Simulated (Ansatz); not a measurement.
Lu12H: several calculations on one system

Part 1: Relaxation

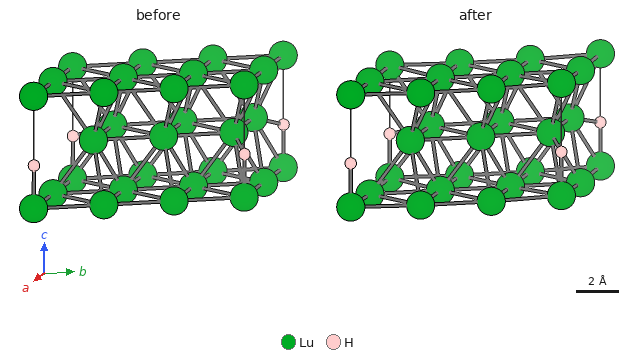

The structure of a defect cell of composition Lu12H before (left) and after (right) a relaxation, at one scale.

The picture is a ball-and-stick view of the cell of the calculation, seen slightly off an axis.

It is an interstitial H in hcp Lu. The run prepares the start of a later molecular dynamics calculation, from a guessed geometry.

These are results of DFT PBE, scalar-relativistic, plane waves, PAW in Ansatz, not measurements.

The input:
```yaml
crystal:
  lattice:
    - [7.02, 0.0, 0.0]
    - [-5.265, 9.119248, 0.0]
    - [0.0, 0.0, 5.56335]
  atoms:
    - { symbol: Lu, position: [0.0, 0.0, 0.0] }
    - { symbol: Lu, position: [0.1666667, 0.2222222, 0.5] }
    - { symbol: Lu, position: [0.0, 0.3333333, 0.0] }
    - { symbol: Lu, position: [0.1666667, 0.5555556, 0.5] }
    - { symbol: Lu, position: [0.0, 0.6666667, 0.0] }
    - { symbol: Lu, position: [0.1666667, 0.8888889, 0.5] }
    - { symbol: Lu, position: [0.5, 0.0, 0.0] }
    - { symbol: Lu, position: [0.6666667, 0.2222222, 0.5] }
    - { symbol: Lu, position: [0.5, 0.3333333, 0.0] }
    - { symbol: Lu, position: [0.6666667, 0.5555556, 0.5] }
    - { symbol: Lu, position: [0.5, 0.6666667, 0.0] }
    - { symbol: Lu, position: [0.6666667, 0.8888889, 0.5] }
    - { symbol: H, position: [-0.0013765, 0.001404, 0.3819075] }
basis:
  ecutwfc: 420.0
kpoints:
  mp_grid: { grid: [2, 2, 3] }
hamiltonian:
  xc: pbe
scf:
  occupations: { method: fermi_dirac, width: 0.15 }
  lower_state_search: "off"
relax:
  f_tol: 0.08
  max_steps: 25
  adjacent_minimum: "off"
```

Run as
```bash
ansatz run input.yaml --threads 4 --pin off --max-ram 10240MiB --backend cpu --events-out ev --progress --plain --runs-dir out
```

Question: Summarise the run.

Answer: Over 2 accepted moves (3 points after the start) the energy falls by 32.4 meV per cell of the calculation. Largest force component: 0.33 eV/Å at the start, 0.028 eV/Å at the end. The line search rejected the trial step at point 1 of the run. The largest move is that of H13, 0.12 Å roughly along +c. By element the largest moves are H 0.12 Å, Lu 0.08 Å. The cell stays as it was. Near-neighbour distances that change, for instance: Lu1–Lu12 3.442 → 3.533 Å, Lu1–Lu6 3.442 → 3.525 Å, Lu1–Lu2 3.442 → 3.380 Å, Lu1–Lu12 (another image) 3.442 → 3.385 Å. Among the angles between lasting bonds that change: Lu1–H13–Lu2 108.4° → 104.2°, Lu1–H13–Lu12 108.3° → 104.7°, Lu2–H13–Lu6 110.6° → 113.9°.

Limits of the set-up: the k-point mesh is coarse for a cell with partly filled bands; the periodic images lie only 5.6 Å apart, so the values are limited by the cell's size.

Part 2: Dynamics

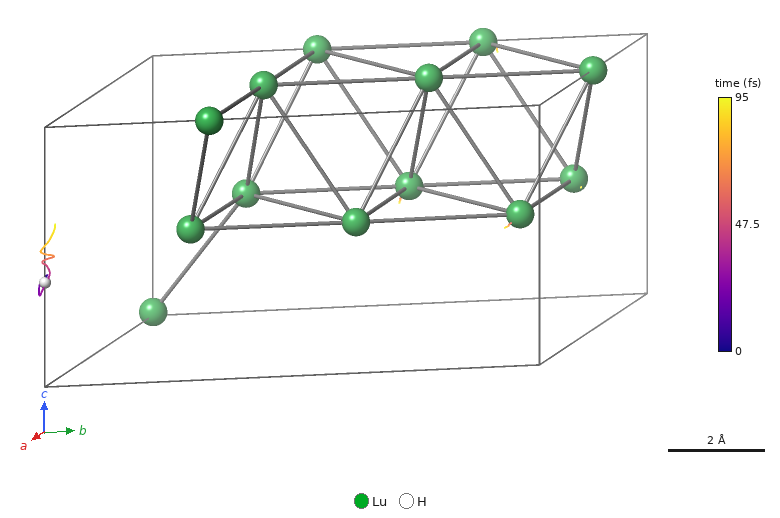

First-principles dynamics of Lu with an interstitial H (13 atoms in the cell), 95 fs long. Lines trace each atom's path, coloured by time; spheres stand at the starting positions. Seen slightly off an axis in the simulation cell.

These are results of Ansatz 0.2.0, DFT PBE, scalar-relativistic, plane waves, PAW, not measurements. Set-up: plane-wave cutoff 420 eV; k-point mesh 2 × 2 × 3; Fermi-Dirac smearing 0.15 eV; Langevin thermostat (NVT); set temperature 1500 K; time step 0.5 fs; friction 0.005 per fs.

Input
```yaml
crystal:
  lattice:
    - [7.02, 0.0, 0.0]
    - [-5.265, 9.119248, 0.0]
    - [0.0, 0.0, 5.56335]
  atoms:
    - { symbol: Lu, position: [0.00078538, 0.001073, 0.0138597] }
    - { symbol: Lu, position: [0.16917679, 0.22556854, 0.49720938] }
    - { symbol: Lu, position: [0.00014662, 0.3324967, -0.0030863] }
    - { symbol: Lu, position: [0.16351018, 0.55397667, 0.49686732] }
    - { symbol: Lu, position: [0.00144896, 0.66818246, -0.00318372] }
    - { symbol: Lu, position: [0.16744979, 0.88787911, 0.49787451] }
    - { symbol: Lu, position: [0.49950107, -0.00081129, -0.00346406] }
    - { symbol: Lu, position: [0.6657145, 0.22164946, 0.49661344] }
    - { symbol: Lu, position: [0.49978999, 0.33319989, -0.0032863] }
    - { symbol: Lu, position: [0.66855857, 0.55661799, 0.49650444] }
    - { symbol: Lu, position: [0.50038936, 0.66715852, -0.00383975] }
    - { symbol: Lu, position: [0.66265436, 0.8873035, 0.49736549] }
    - { symbol: H, position: [-0.00050188, 0.00044285, 0.40247334] }
basis:
  ecutwfc: 420.0
kpoints:
  mp_grid: { grid: [2, 2, 3] }
hamiltonian:
  xc: pbe
scf:
  occupations: { method: fermi_dirac, width: 0.15 }
  lower_state_search: "off"
md:
  timestep: 0.5
  n_steps: 190
  ensemble: nvt_langevin
  temperature: 1500.0
  initial_velocities: maxwell_boltzmann
  seed: 735825
  friction: 0.005
```

Command:
```bash
ansatz run input.yaml --threads 4 --pin off --max-ram 10240MiB --backend cpu --events-out ev --progress --plain --runs-dir out
```

What do the traces tell about the motion?

Answer. Root-mean-square distances from the starting positions over the second half, with the common drift of all atoms taken out: H 0.74 Å, Lu 0.27 Å. The run lasts only 95 fs, too short to tell vibration from diffusion. The mean temperature in the second half is 730 K (standard deviation 100 K). That is still far from the set 1500 K: the thermostat hasn't settled it within this run. The temperature is still falling (1180 K in the second quarter, 695 K in the last), so the run isn't equilibrated. The potential energy is still drifting at the end, so the run hasn't reached equilibrium. The potential energy in the second half lies on average 155 meV per atom above the first frame.

Limits of the set-up: the k-point mesh is coarse for a cell with partly filled bands; the periodic images lie only 5.6 Å apart, so the values are limited by the cell's size.

Part 3: Dynamics

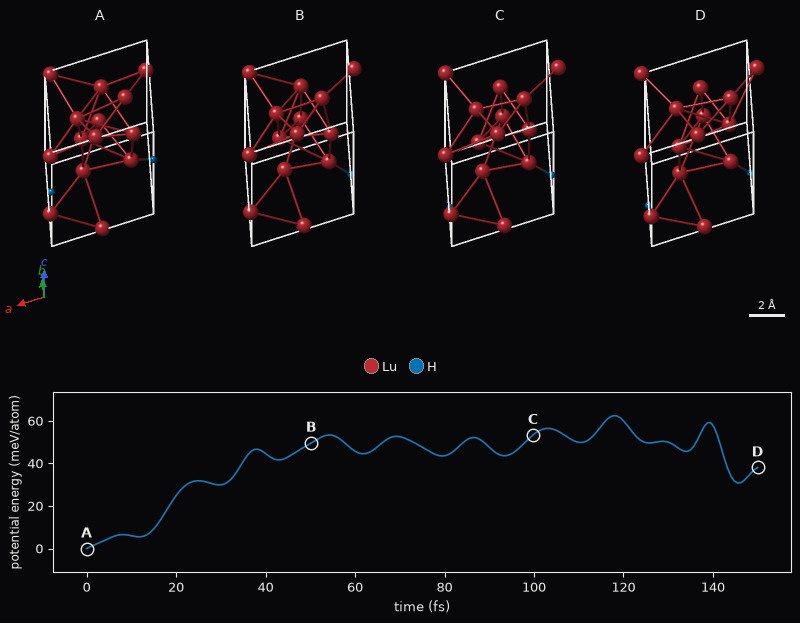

First-principles dynamics of Lu with an interstitial H (13 atoms in the cell), 150 fs long. It starts from the last geometry of an earlier run, with fresh velocities. Frames (A at 0 fs, B at 50 fs, C at 100 fs, D at 150 fs) and the history of the run. Style: ball-and-stick. Shown: the simulation cell, from a free direction. Bonds to atoms that aren't drawn are left out.

These are results of DFT PBE, scalar-relativistic, plane waves, PAW in Ansatz, not measurements. Set-up: plane-wave cutoff 420 eV; k-point mesh 2 × 2 × 3; Fermi-Dirac smearing 0.15 eV; Nosé-Hoover thermostat (NVT); set temperature 2100 K; time step 0.75 fs; thermostat time 200.0 fs.

> Describe the run.

The mean temperature in the second half is 1761 K (standard deviation 75 K). The potential energy in the second half lies on average 49.3 meV per atom above the first frame. Root-mean-square distances from the starting positions over the second half, with the common drift of all atoms taken out: H 0.88 Å, Lu 0.47 Å. The run lasts only 150 fs, too short to tell vibration from diffusion.

Limits of the set-up: the k-point mesh is coarse for a cell with partly filled bands; the periodic images lie only 5.6 Å apart, so the values are limited by the cell's size.
